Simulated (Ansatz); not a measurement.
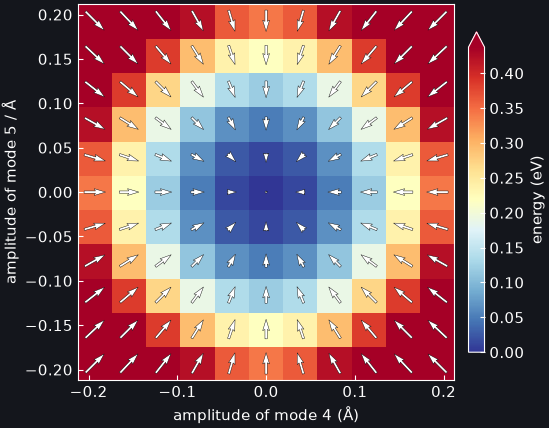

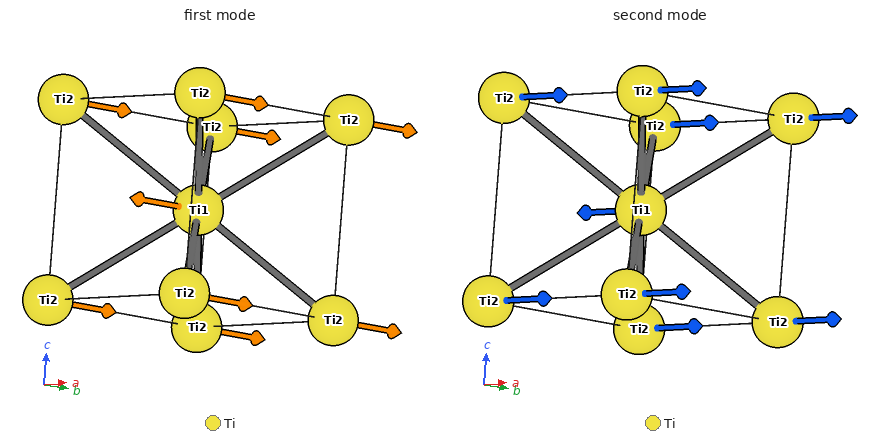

Energy landscape of Ti (Im-3m, No. 229; 2 atoms in the cell). The energy is mapped over two normal modes frozen in (zone-centre modes of the 2-atom cell of this scan, which folds in the wave vector (1/2, 1/2, 1/2) of the primitive cell). First axis: amplitude of mode 4 (214 cm⁻¹), largest displacement. Second axis: amplitude of mode 5 (214 cm⁻¹), largest displacement. Nothing is relaxed (the cell and all other modes fixed). The grid has 11 × 11 points; 21 points were computed and 100 follow by symmetry. Points are written as (first, second). Energies are in eV per cell, from the lowest grid point. Computed with Ansatz 0.2.0, DFT PBE, scalar-relativistic, plane waves, PAW. Settings: cutoff 520 eV, k-mesh 14×14×14, gaussian smearing 0.15 eV, no spin polarisation.

In the figure: one coloured cell a grid point, arrows along the force (downhill), their lengths compressed, one colour for all values above the top of the scale. The second picture is the structure at the lowest point

> Summarise what can be read from the map.

The lowest grid point is at (0.000 Å, 0.000 Å). No other kind of well shows on this grid. The highest grid point, (−0.193 Å, −0.193 Å), lies 0.790 eV above the lowest.

The values on the grid:

| second ↓, first → | −0.193 | −0.154 | −0.116 | −0.077 | −0.039 | 0.000 | 0.039 | 0.077 | 0.116 | 0.154 | 0.193 |
| --- | --- | --- | --- | --- | --- | --- | --- | --- | --- | --- | --- |
| 0.193 | 0.790 | 0.645 | 0.519 | 0.424 | 0.363 | 0.343 | 0.363 | 0.424 | 0.519 | 0.645 | 0.790 |
| 0.154 | 0.645 | 0.505 | 0.385 | 0.294 | 0.237 | 0.217 | 0.237 | 0.294 | 0.385 | 0.505 | 0.645 |
| 0.116 | 0.519 | 0.385 | 0.272 | 0.188 | 0.136 | 0.119 | 0.136 | 0.188 | 0.272 | 0.385 | 0.519 |
| 0.077 | 0.424 | 0.294 | 0.188 | 0.112 | 0.066 | 0.051 | 0.066 | 0.112 | 0.188 | 0.294 | 0.424 |
| 0.039 | 0.363 | 0.237 | 0.136 | 0.066 | 0.025 | 0.012 | 0.025 | 0.066 | 0.136 | 0.237 | 0.363 |
| 0.000 | 0.343 | 0.217 | 0.119 | 0.051 | 0.012 | 0.000 | 0.012 | 0.051 | 0.119 | 0.217 | 0.343 |
| −0.039 | 0.363 | 0.237 | 0.136 | 0.066 | 0.025 | 0.012 | 0.025 | 0.066 | 0.136 | 0.237 | 0.363 |
| −0.077 | 0.424 | 0.294 | 0.188 | 0.112 | 0.066 | 0.051 | 0.066 | 0.112 | 0.188 | 0.294 | 0.424 |
| −0.116 | 0.519 | 0.385 | 0.272 | 0.188 | 0.136 | 0.119 | 0.136 | 0.188 | 0.272 | 0.385 | 0.519 |
| −0.154 | 0.645 | 0.505 | 0.385 | 0.294 | 0.237 | 0.217 | 0.237 | 0.294 | 0.385 | 0.505 | 0.645 |
| −0.193 | 0.790 | 0.645 | 0.519 | 0.424 | 0.363 | 0.343 | 0.363 | 0.424 | 0.519 | 0.645 | 0.790 |

The input of one point:

```yaml
crystal:
  lattice:
    - [0.0, -3.2552372153, 0.0]
    - [-3.2552372153, 0.0, 0.0]
    - [0.0, 0.0, -3.2552372153]
  atoms:
    - { symbol: Ti, position: [0.5, 0.5, 0.5] }
    - { symbol: Ti, position: [0.0, 0.0, 0.0] }
basis:
  ecutwfc: 520.0
kpoints:
  mp_grid: { grid: [14, 14, 14] }
hamiltonian:
  xc: pbe
  pseudopotentials: { kind: paw, azcp: { folder: soft_1 } }
scf:
  occupations: { method: gaussian, width: 0.15 }
output:
  forces: true
  stress: true
  eigenvalues: true
  write_density: true
  write_potential: true
  elf: true
  volumetric_format: npy
```

The whole map (21 points run) took 8.7 min on 2 threads of Arm Neoverse N1 (shared host).
